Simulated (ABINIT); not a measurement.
Band-structure run, with input and output: Te (part 1 of 4)

- system: Te (3 atoms in the cell)
- method: Kohn-Sham DFT of a periodic cell, BLYP, JTH PAW PBE v2.0, no spin polarisation (ABINIT 10.8.3)

The structure derives from an entry of the Crystallography Open Database.

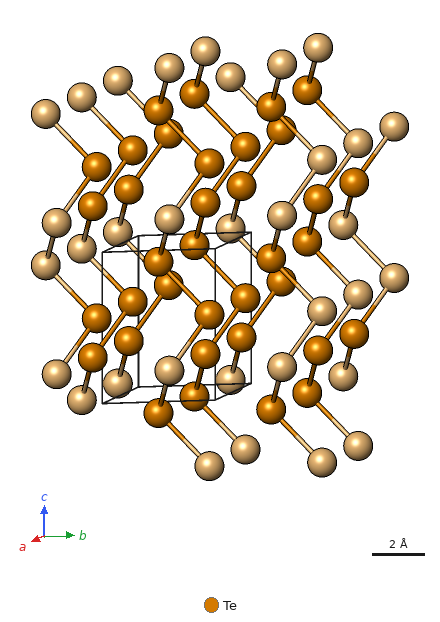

**Figure 1.** The structure as given in the input (ball-and-stick view of the cell of the calculation, repeated 2 × 2 × 2, seen slightly off an axis; neighbours outside the cell are drawn fainter).

**The input**
```
# Datasets: ground state, then fixed potential
ndtset 2

# Pseudopotentials
pp_dirpath "./"
pseudos "Te.GGA_PBE-JTH.xml"

# Structure
acell 3*1.0 Angstrom
rprim
     4.4540000000     0.0000000000     0.0000000000
    -2.2270000000     3.8572771485     0.0000000000
     0.0000000000     0.0000000000     5.9240000000
ntypat 1
znucl 52
natom 3
typat 1 1 1
xred
     0.7310000000     0.7310000000     0.0000000000
     0.0000000000     0.2690000000     0.6666666667
     0.2690000000     0.0000000000     0.3333333333

# Plane-wave basis
ecut 15.0
pawecutdg 30.0

# Exchange and correlation
ixc -106131

# Bands and occupations
occopt 3
tsmear 0.05 eV

# SCF cycle
nstep 100

# Output
iomode 3
prtwf 0
prteig 0
prtebands 0
prtden1 1

# Dataset 1
kptopt1 1
ngkpt1 7 7 5
nshiftk1 1
shiftk1 0.0 0.0 0.0
nband1 13
tolvrs1 1.0e-9

# Dataset 2: bands along G-M-K-G-A-L-H-A
iscf2 -2
getden2 1
nband2 17
nbdbuf2 2
tolwfr2 1.0e-12
kptopt2 -7
ndivsm2 5
prteig2 1
prtvol2 -3
kptbounds2
     0.0000000000     0.0000000000     0.0000000000
     0.5000000000     0.0000000000     0.0000000000
     0.3333333333     0.3333333333     0.0000000000
     0.0000000000     0.0000000000     0.0000000000
     0.0000000000     0.0000000000     0.5000000000
     0.5000000000     0.0000000000     0.5000000000
     0.3333333333     0.3333333333     0.5000000000
     0.0000000000     0.0000000000     0.5000000000
```

Machine: 1 thread of Arm Neoverse V2, 24 GiB of memory available, shared host.

Launch command:
```bash
abinit run.abi > log 2>&1
```

**Log**
```
.Version 10.8.3 of ABINIT
 DATASET    1 : space group P3_1 2 1 (#152); Bravais hP (primitive hexag.)
================================================================================
 Values of the parameters that define the memory need for DATASET  1.
     intxc =       0    ionmov =       0      iscf =      17    lmnmax =       8
     lnmax =       4     mgfft =      40  mpssoang =       2    mqgrid =    3001
     natom =       3  nloc_mem =       2    nspden =       1   nspinor =       1
    nsppol =       1      nsym =       6    n1xccc =       1    ntypat =       1
    occopt =       3   xclevel =       2
       mpw =        1946          nfft =       36000          nkpt =          32
 PAW method is used; the additional fine FFT grid is defined by:
   mgfftf=        60    nfftf =    121500
================================================================================
================================================================================

 DATASET    2 : space group P3_1 2 1 (#152); Bravais hP (primitive hexag.)
================================================================================
 Values of the parameters that define the memory need for DATASET  2.
     intxc =       0    ionmov =       0      iscf =      -2    lmnmax =       8
     lnmax =       4     mgfft =      40  mpssoang =       2    mqgrid =    3001
     natom =       3  nloc_mem =       2    nspden =       1   nspinor =       1
    nsppol =       1      nsym =       6    n1xccc =       1    ntypat =       1
    occopt =       3   xclevel =       2
       mpw =        1936          nfft =       36000          nkpt =          55
 PAW method is used; the additional fine FFT grid is defined by:
   mgfftf=        60    nfftf =    121500
================================================================================
================================================================================

--------------------------------------------------------------------------------
------------- Echo of variables that govern the present computation ------------
--------------------------------------------------------------------------------
 -outvars: echo values of preprocessed input variables --------
            acell      1.8897261259E+00  1.8897261259E+00  1.8897261259E+00 Bohr
              amu      1.27600000E+02
             ecut      1.50000000E+01 Hartree
           getden1          0
           getden2          1
             iscf1         17
             iscf2         -2
              ixc     -106131
           jdtset        1    2
           kptopt1          1
           kptopt2         -7
         kptrlatt        7    0    0      0    7    0      0    0    5
          kptrlen1     5.59736878E+01
          kptrlen2     3.00000000E+01
            natom           3
            nband1         13
            nband2         17
           nbdbuf1          0
           nbdbuf2          2
           ndtset           2
           ndivsm1          0
           ndivsm2          5
            ngfft          30      30      40
          ngfftdg          45      45      60
             nkpt1         32
             nkpt2         55
            nstep         100
             nsym           6
           ntypat           1
           occopt           3
        pawecutdg      3.00000000E+01 Hartree
         pawxcdev           0
        prtebands           0
           prteig1          0
           prteig2          1
           prtvol1          0
           prtvol2         -3
            prtwf           0
            rprim      4.4540000000E+00  0.0000000000E+00  0.0000000000E+00
                      -2.2270000000E+00  3.8572771485E+00  0.0000000000E+00
                       0.0000000000E+00  0.0000000000E+00  5.9240000000E+00
           shiftk1     0.00000000E+00  0.00000000E+00  0.00000000E+00
           shiftk2     5.00000000E-01  5.00000000E-01  5.00000000E-01
          spgroup         152
           tolvrs1     1.00000000E-09
           tolvrs2     0.00000000E+00
           tolwfr1     0.00000000E+00
           tolwfr2     1.00000000E-12
           tsmear      1.83746611E-03 Hartree
            typat      1  1  1
           useylm           1
           xangst      1.6279370000E+00  2.8196695956E+00  0.0000000000E+00
                      -5.9906300000E-01  1.0376075529E+00  3.9493333333E+00
                       1.1981260000E+00  0.0000000000E+00  1.9746666667E+00
            xcart      3.0763550802E+00  5.3284033011E+00  0.0000000000E+00
                      -1.1320650022E+00  1.9607941012E+00  7.4631583799E+00
                       2.2641300043E+00  0.0000000000E+00  3.7315791900E+00
             xred      7.3100000000E-01  7.3100000000E-01  0.0000000000E+00
                       8.5883332893E-18  2.6900000000E-01  6.6666666667E-01
                       2.6900000000E-01  0.0000000000E+00  3.3333333333E-01
            znucl       52.00000

================================================================================

 chkinp: Checking input parameters for consistency, jdtset=   1.

 chkinp: Checking input parameters for consistency, jdtset=   2.

================================================================================
== DATASET  1 ==================================================================

--- !DatasetInfo
iteration_state: {dtset: 1, }
dimensions: {natom: 3, nkpt: 32, mband: 13, nsppol: 1, nspinor: 1, nspden: 1, mpw: 1946, }
cutoff_energies: {ecut:  15.0, pawecutdg:  30.0, }
electrons: {nelect:   1.80000000E+01, charge:   0.00000000E+00, occopt:   3.00000000E+00, tsmear:   1.83746611E-03, }
meta: {optdriver: 0, ionmov: 0, optcell: 0, iscf: 17, paral_kgb: 0, }
...

 Real(R)+Recip(G) space primitive vectors, cartesian coordinates (Bohr,Bohr^-1):
 R(1)=  8.4168402  0.0000000  0.0000000  G(1)=  0.1188094  0.0685947  0.0000000
 R(2)= -4.2084201  7.2891974  0.0000000  G(2)=  0.0000000  0.1371893  0.0000000
 R(3)=  0.0000000  0.0000000 11.1947376  G(3)=  0.0000000  0.0000000  0.0893277
 Unit cell volume ucvol=  6.8681965E+02 bohr^3
 Angles (23,13,12)=  9.00000000E+01  9.00000000E+01  1.20000000E+02 degrees

 Coarse grid specifications (used for wave-functions):

 getcut: wavevector=  0.0000  0.0000  0.0000  ngfft=  30  30  40
         ecut(hartree)=     15.000   => boxcut(ratio)=   2.04589

 Fine grid specifications (used for densities):

 getcut: wavevector=  0.0000  0.0000  0.0000  ngfft=  45  45  60
         ecut(hartree)=     30.000   => boxcut(ratio)=   2.12020

--- Pseudopotential description ------------------------------------------------
- pspini: atom type   1  psp file is ./Te.GGA_PBE-JTH.xml
 Pseudopotential format is: paw10
 basis_size (lnmax)=  4 (lmn_size=  8), orbitals=   0   0   1   1
 Spheres core radius: rc_sph= 2.31107438
 Shapefunction is SIN type: shapef(r)=[sin(pi*r/rshp)/(pi*r/rshp)]**2
 Radius for shape functions =  2.10488624
 Compensation charge density is not taken into account in XC energy/potential

   5.94888140E+03                                ecore*ucvol(ha*bohr**3)
--------------------------------------------------------------------------------

================================================================================

--- !BeginCycle
iteration_state: {dtset: 1, }
solver: {iscf: 17, nstep: 100, nline: 4, wfoptalg: 10, }
tolerances: {tolvrs: 1.00E-09, }
...

     iter   Etot(hartree)      deltaE(h)  residm     nres2
 ETOT  1  -24.855805634175    -2.486E+01 2.837E-02 7.228E-01
 ETOT  2  -24.896761908867    -4.096E-02 1.304E-02 1.102E-01
 ETOT  3  -24.896631099836     1.308E-04 3.508E-04 3.266E-03
 ETOT  4  -24.896650569735    -1.947E-05 3.403E-04 4.589E-04
 ETOT  5  -24.896655761463    -5.192E-06 2.134E-05 2.530E-05
 ETOT  6  -24.896656142291    -3.808E-07 4.259E-05 3.010E-06
 ETOT  7  -24.896656221758    -7.947E-08 1.605E-06 5.624E-08
 ETOT  8  -24.896656222638    -8.806E-10 5.762E-06 6.233E-09
 ETOT  9  -24.896656222758    -1.202E-10 2.151E-07 3.389E-10

 At SCF step    9       nres2   =  3.39E-10 < tolvrs=  1.00E-09 =>converged.

 Cartesian components of stress tensor (hartree/bohr^3)
  sigma(1 1)= -1.71196623E-04  sigma(3 2)=  0.00000000E+00
  sigma(2 2)= -1.71196623E-04  sigma(3 1)=  0.00000000E+00
  sigma(3 3)= -1.91094839E-04  sigma(2 1)=  0.00000000E+00

--- !ResultsGS
iteration_state: {dtset: 1, }
comment   : Summary of ground state results
lattice_vectors:
- [  8.4168402,   0.0000000,   0.0000000, ]
- [ -4.2084201,   7.2891974,   0.0000000, ]
- [  0.0000000,   0.0000000,  11.1947376, ]
lattice_lengths: [   8.41684,    8.41684,   11.19474, ]
lattice_angles: [ 90.000,  90.000, 120.000, ] # degrees, (23, 13, 12)
lattice_volume:   6.8681965E+02
convergence: {deltae: -1.202E-10, res2:  3.389E-10, residm:  2.151E-07, diffor: null, }
etotal    :  -2.48966562E+01
entropy   :   0.00000000E+00
fermie    :  -2.37597575E-01
cartesian_stress_tensor: # hartree/bohr^3
- [ -1.71196623E-04,   0.00000000E+00,   0.00000000E+00, ]
- [  0.00000000E+00,  -1.71196623E-04,   0.00000000E+00, ]
- [  0.00000000E+00,   0.00000000E+00,  -1.91094839E-04, ]
pressure_GPa:   5.2319E+00
xred      :
- [  7.3100E-01,   7.3100E-01,   0.0000E+00, Te]
- [  8.5883E-18,   2.6900E-01,   6.6667E-01, Te]
- [  2.6900E-01,   0.0000E+00,   3.3333E-01, Te]
cartesian_forces: # hartree/bohr
- [ -3.06845370E-03,  -5.31471770E-03,  -6.01319416E-30, ]
- [ -3.06845370E-03,   5.31471770E-03,   6.01319416E-30, ]
- [  6.13690739E-03,  -4.84729290E-19,   7.00649232E-46, ]
force_length_stats: {min:   6.13690739E-03, max:   6.13690739E-03, mean:   6.13690739E-03, }
...

 Integrated electronic density in atomic spheres:
 ------------------------------------------------
 Atom  Sphere_radius  Integrated_density
    1        2.31107          3.08996877
    2        2.31107          3.08996877
    3        2.31107          3.08996877

================================================================================

 ----iterations are completed or convergence reached----

 Mean square residual over all n,k,spin=   74.198E-11; max=  21.514E-08
 reduced coordinates (array xred) for    3 atoms
       0.731000000000      0.731000000000      0.000000000000
       0.000000000000      0.269000000000      0.666666666667
       0.269000000000      0.000000000000      0.333333333333
 rms dE/dt=  2.9822E-02; max dE/dt=  2.5827E-02; dE/dt below (all hartree)
    1       0.025826684318      0.025826684318      0.000000000000
    2       0.025826684318     -0.051653368637      0.000000000000
    3      -0.051653368637      0.025826684318      0.000000000000

 cartesian coordinates (angstrom) at end:
    1      1.62793700000000     2.81966959555350     0.00000000000000
    2     -0.59906300000000     1.03760755294650     3.94933333333333
    3      1.19812600000000     0.00000000000000     1.97466666666667

 cartesian forces (hartree/bohr) at end:
    1     -0.00306845369672    -0.00531471770333    -0.00000000000000
    2     -0.00306845369672     0.00531471770333     0.00000000000000
    3      0.00613690739344    -0.00000000000000     0.00000000000000
 frms,max,avg= 3.5431451E-03 6.1369074E-03   0.000E+00  0.000E+00  0.000E+00 h/b

 cartesian forces (eV/Angstrom) at end:
    1     -0.15778623314772    -0.27329377254363    -0.00000000000000
    2     -0.15778623314772     0.27329377254363     0.00000000000000
    3      0.31557246629543    -0.00000000000000     0.00000000000000
 frms,max,avg= 1.8219585E-01 3.1557247E-01   0.000E+00  0.000E+00  0.000E+00 e/A
 length scales=  1.889726125908  1.889726125908  1.889726125908 bohr
              =  1.000000000000  1.000000000000  1.000000000000 angstroms
 Fermi (or HOMO) energy (hartree) =  -0.23760   Average Vxc (hartree)=  -0.31314
 Eigenvalues (hartree) for nkpt=  32  k points:
 kpt#   1, nband= 13, wtk=  0.00408, kpt=  0.0000  0.0000  0.0000 (reduced coord)
  -0.74579   -0.62637   -0.62637   -0.35582   -0.34535   -0.34535   -0.30520   -0.30520
  -0.27543   -0.20702   -0.20702   -0.18413   -0.04708
      occupation numbers for kpt#   1
   2.00000    2.00000    2.00000    2.00000    2.00000    2.00000    2.00000    2.00000
   2.00000    0.00000    0.00000    0.00000    0.00000
 prteigrs : prtvol=0 or 1, do not print more k-points.

--- !EnergyTerms
iteration_state     : {dtset: 1, }
comment             : Components of total free energy in Hartree
kinetic             :  7.35426187027950E+00
hartree             :  1.65071067787517E+00
xc                  : -1.19989795145542E+01
Ewald energy        : -2.48073124531148E+01
psp_core            :  8.66148987406506E+00
local_psp           : -1.60936272288754E+00
PAW spherical_terms : -4.14748205270228E+00
internal            : -2.48966743210392E+01
'-kT*entropy'       : -2.74388521798103E-06
total_energy        : -2.48966770649244E+01
total_energy_eV     : -6.77473095855114E+02
...

--- !EnergyTermsDC
iteration_state     : {dtset: 1, }
comment             : '"Double-counting" decomposition of free energy'
band_energy         : -8.13440533172483E+00
Ewald energy        : -2.48073124531148E+01
psp_core            :  8.66148987406506E+00
xc_dc               : -4.84666629720265E+00
PAW spherical_terms :  4.23024072910406E+00
internal            : -2.48966534788732E+01
'-kT*entropy'       : -2.74388521798103E-06
total_energy_dc     : -2.48966562227584E+01
total_energy_dc_eV  : -6.77472528710886E+02
...

--- !EnergyTermsWithPAWCore
iteration_state     : {dtset: 1, }
comment             : 'Components of total free energy, including PAW core contributions'
Total energy        : -2.03856659483735E+04
Total energy DC     : -2.03856659275313E+04
Total energy (eV)   : -5.54722230002734E+05
Total energy DC (eV): -5.54722229435589E+05
...

 Cartesian components of stress tensor (hartree/bohr^3)
  sigma(1 1)= -1.71196623E-04  sigma(3 2)=  0.00000000E+00
  sigma(2 2)= -1.71196623E-04  sigma(3 1)=  0.00000000E+00
  sigma(3 3)= -1.91094839E-04  sigma(2 1)=  0.00000000E+00

-Cartesian components of stress tensor (GPa)         [Pressure=  5.2319E+00 GPa]
- sigma(1 1)= -5.03677854E+00  sigma(3 2)=  0.00000000E+00
- sigma(2 2)= -5.03677855E+00  sigma(3 1)=  0.00000000E+00
- sigma(3 3)= -5.62220428E+00  sigma(2 1)=  0.00000000E+00

================================================================================
== DATASET  2 ==================================================================
```
